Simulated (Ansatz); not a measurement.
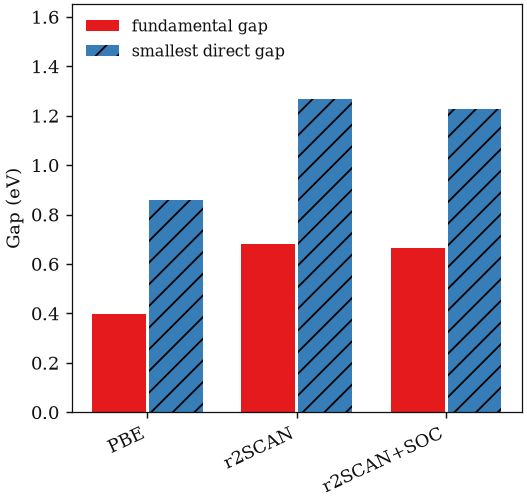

Gaps of SnSe₂, space group P-3m1, 3 atoms in the cell, 1T (CdI2) bulk type, uniaxial (z) strain −4.0%, at several levels of theory on one cell (Ansatz, plane waves and PAW; edges over the mesh and the special points).

Q: How does the gap depend on the level, and does its kind change?

A: In rising order: PBE 0.40 eV, r2SCAN+SOC 0.66 eV and r2SCAN 0.68 eV. It is indirect at every level.
